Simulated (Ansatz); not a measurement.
## Energy of Pt along an even scaling of the cell

System: Pt (2 atoms in the cell).
Method: DFT, BLYP, plane waves (420 eV) with PAW, scalar-relativistic, no spin polarisation (Ansatz 0.2.0).

The 6 runs differ only in the geometry, by an even scaling of the cell at fixed fractional positions.

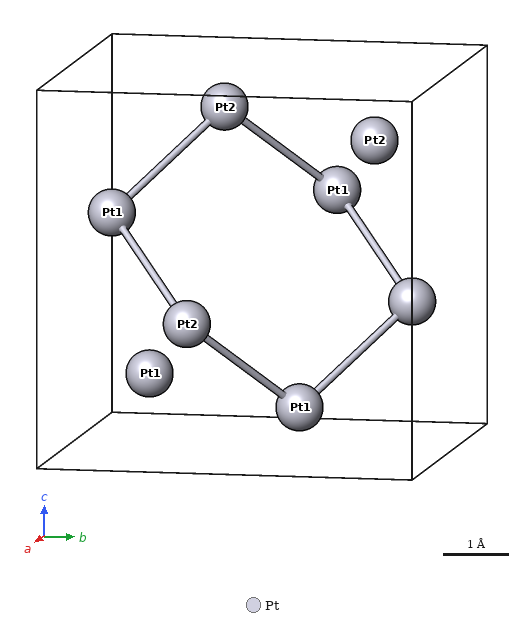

Figure 1. The structure of run 4 (ball-and-stick view of the cell 4 times as large as that of the calculation, set on its symmetry axes, seen slightly off an axis; atoms are numbered from 1 in the order of the input).

## Input of run 4
```yaml
crystal:
  lattice:
    - [0.0, 2.9847764324, 2.9847764324]
    - [2.9847764324, 0.0, 2.9847764324]
    - [2.9847764324, 2.9847764324, 0.0]
  atoms:
    - { symbol: Pt, position: [0.125, 0.125, 0.125] }
    - { symbol: Pt, position: [0.875, 0.875, 0.875] }
hamiltonian:
  xc: blyp
  pseudopotentials:
    kind: paw
    azcp:
      Pt: "pseudopotentials/Pt.paw.azcp"
basis:
  ecutwfc: 420
  fft_grid_basis: typed
kpoints:
  mp_grid: { grid: [10, 10, 10], shift: [0, 0, 0] }
magnetization:
  spin_polarized: false
scf:
  occupations: { method: fermi_dirac, width: 0.1 }
  lower_state_search: "off"
output:
  stress: true
```

Command:
```bash
ansatz run input.yaml --threads 2 --pin off --max-ram 5120MiB --backend cpu --events-out ev --progress --plain --runs-dir out
```

Lattice vectors (Å) and fractional positions of run 4:
```
   0.000000    2.984776    2.984776
   2.984776    0.000000    2.984776
   2.984776    2.984776    0.000000
Pt  0.125000  0.125000  0.125000
Pt  0.875000  0.875000  0.875000
```

Run 5 differs from it as follows:
```diff
-    - [0.0, 2.9847764324, 2.9847764324]
-    - [2.9847764324, 0.0, 2.9847764324]
-    - [2.9847764324, 2.9847764324, 0.0]
+    - [0.0, 3.0225624238, 3.0225624238]
+    - [3.0225624238, 0.0, 3.0225624238]
+    - [3.0225624238, 3.0225624238, 0.0]
```

## Results, with one run withheld

```csv
run,volume per atom (Å³),"free energy per atom, from the lowest run given (meV)",pressure (GPa)
1,22.500,143.62,17.17
2,24.546,13.29,4.34
3,25.568,0.00,0.02
4,26.591,10.92,−3.29
5,27.614,?,?
6,28.637,83.89,−7.74
```

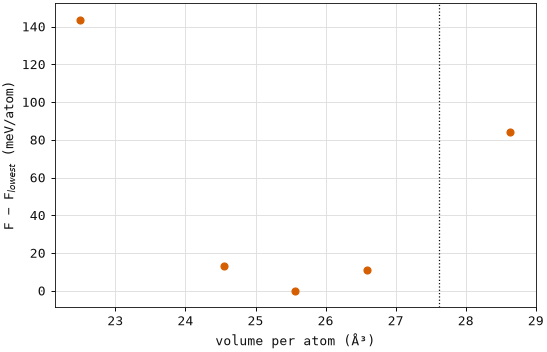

Figure 2. Free energy per atom of the runs given; the dotted line marks run 5.

What should run 5 give?

A cubic polynomial in V^(−2/3) (the Birch–Murnaghan form), fitted to the 5 runs given, misses them by at most 0.02 meV per atom. With x = V^(−2/3) − 0.11563 Å⁻², it reads F = 0.25067 + 1087.1 x + 1.2828e+06 x² + 8.8434e+06 x³ (meV per atom). At run 5 it gives 40.33 meV per atom, and the run itself gives 40.35. The slope of the fit gives a pressure −dF/dV of −5.82 GPa there, and the run prints −5.82 GPa. The fit has its minimum at 25.574 Å³ per atom, where V d²F/dV² gives 94 GPa: the bulk modulus at this level, since symmetry fixes the shape and the positions.

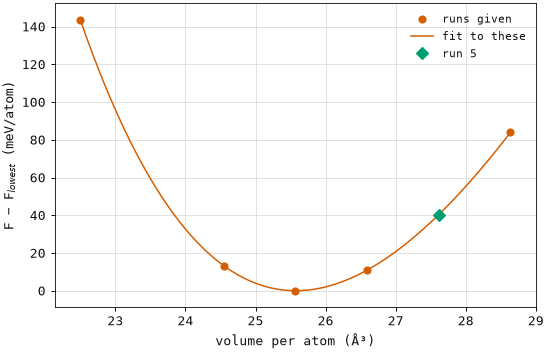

Figure 3. The fit and the withheld run.

## Output, shortened to warnings, some set-up lines, iterations and results (run 5)
```
Basis set: ecut = 420 eV, 1067 PW (Γ), exchange–correlation on 60×60×60 points (8 copies of the dense FFT grid, shifted against one another)
Symmetry: 48 space group operations
k-points: 47 of 1000
Initial density: superposition of atomic densities (neutral atoms: chi_scale 0, normalization atom), corrected by the library's trained network
[...]
SCF iter   1: F=—  HF=-25096.833592 eV  |F-HF|=—  |Δ(HF+E_count)|=         —  Δρ=6.08e-3  dr2=1.32e-2  ethr=1.77e-3  ⟨swp⟩=5.8  Hψ=4302  notcnv=0
SCF iter   2: F=—  HF=-25096.833388 eV  |F-HF|=—  |Δ(HF+E_count)|=   2.03e-4  Δρ=1.06e-3  dr2=5.03e-4  ethr=3.66e-5  ⟨swp⟩=2.1  Hψ=1795  notcnv=0
SCF iter   3: F=—  HF=-25096.833434 eV  |F-HF|=—  |Δ(HF+E_count)|=   4.62e-5  Δρ=7.37e-4  dr2=3.17e-4  ethr=1.40e-6  ⟨swp⟩=2.1  Hψ=1862  notcnv=0
SCF iter   4: F=—  HF=-25096.833345 eV  |F-HF|=—  |Δ(HF+E_count)|=   8.93e-5  Δρ=9.53e-5  dr2=3.23e-6  ethr=8.80e-7  ⟨swp⟩=2.3  Hψ=1698  notcnv=0
SCF iter   5: F=—  HF=-25096.833352 eV  |F-HF|=—  |Δ(HF+E_count)|=   6.63e-6  Δρ=9.35e-6  dr2=3.66e-8  ethr=8.96e-9  ⟨swp⟩=2.0  Hψ=1813  notcnv=0
SCF iter   6: F=-25096.833352 eV  HF=-25096.833352 eV  |F-HF|=2.38e-9  |Δ(HF+E_count)|=   6.91e-8  Δρ=1.70e-6  dr2=1.10e-9  ethr=1.02e-10  ⟨swp⟩=2.0  Hψ=3560  notcnv=0
SCF 1 converged in 6 iterations: F = -25096.833352 eV  dr2 = 1.10e-9
SCF converged after 6 iterations
Free energy (F): -25096.833352 eV
Harris-Foulkes:  -25096.833352 eV  (|F-HF|=2.38e-9)
Internal energy: -25096.650627 eV  (E = F + TS)
E sigma→0 (E₀):  -25096.741989 eV
Entropy (-TS):   -0.182725 eV (-91.362 meV/atom)
Fermi energy:    10.545672 eV
--- Per-component energies (eV) ---
  E_band       = -688.921497
  E_kinetic    = 1269.020143
  E_local      = -5060.787719  (includes V_loc(G=0)·N_el)
  E_nonlocal   = 397.980020
  E_hartree    = 1934.631980
  E_xc         = -512.146270
  E_vxc        = -589.152244  (∫ρ·V_xc dr)
  E_paw        = -18968.224069  (= ΣΔE_a)
  E_vpaw       = -575.246795  (= ΣTr[D̂ρ^β])
  E_aug_tail   = 0.000360  (compensation charges beyond the density's cutoff)
  E_ewald      = -4157.403996
  E_core_change = 0.278925  (= ΣΔE_core)
  E_smearing   = -0.182725  (= −TS)
  E_closure    = 0.000000  (closes the sum)
  Σ components = -25096.833352   (vs F -25096.833352, Δ=0.00e0)
--- Stress (GPa, compression-positive) ---
       -5.815330      -0.000000      -0.000000
        0.000000      -5.815330      -0.000000
        0.000000       0.000000      -5.815330
  P = ⅓ Tr σ = -5.8153 GPa (-58.153 kbar)
```

Notes: Spin–orbit coupling is left out, which matters for Pt.
